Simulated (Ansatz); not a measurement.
System: diamond-type Si, space group Fd-3m (No. 227), 2 atoms in the primitive cell; cubic a = 5.444 Å. The share of short-range exact exchange is varied in a hybrid of HSE form (ω = 0.2 Å⁻¹). Computed with Ansatz: Ansatz PAW, no spin polarisation, no spin-orbit coupling, 4×4×4 k mesh, 420 eV cutoff, Fermi-Dirac smearing of 0.05 eV.

At 25 % the lowest conduction levels at the points plotted lie 1.34 eV (X), 2.27 eV (L), 3.35 eV (Γ) and 5.07 eV (W) above the valence top at Γ.

Q: How does each level move from 5 % to 50 %?

A: X rises by 1.21 eV, L rises by 1.46 eV, Γ rises by 1.53 eV and W rises by 1.50 eV. Straight lines have slopes of +0.27 at X, +0.32 at L, +0.34 at Γ and +0.33 at W (eV for each 10 % of exact exchange). The lowest is the one at X, over the whole range, so among these points the gap stays indirect.

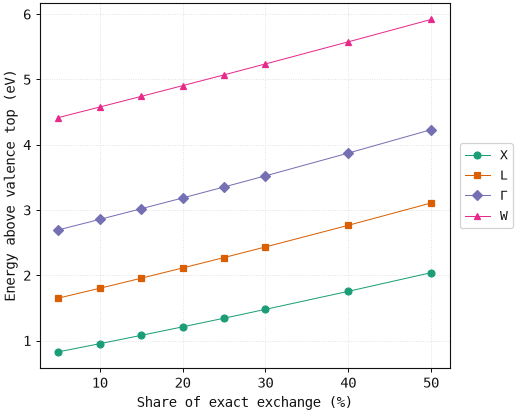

Lowest conduction level at each named k point, counted from the valence-band top at Γ.

```
exact exchange  X (eV)  L (eV)  Γ (eV)  W (eV)
           5 %    0.83    1.65    2.70    4.42
          10 %    0.95    1.80    2.86    4.58
          15 %    1.08    1.96    3.02    4.74
          20 %    1.21    2.11    3.19    4.91
          25 %    1.34    2.27    3.35    5.07
          30 %    1.48    2.44    3.52    5.24
          40 %    1.76    2.77    3.87    5.58
          50 %    2.04    3.11    4.23    5.92
```

The k mesh is coarse, so the values aren't converged, least of all with exact exchange. The PAW data sets were made with another functional. So large a share of exact exchange usually overstates gaps.
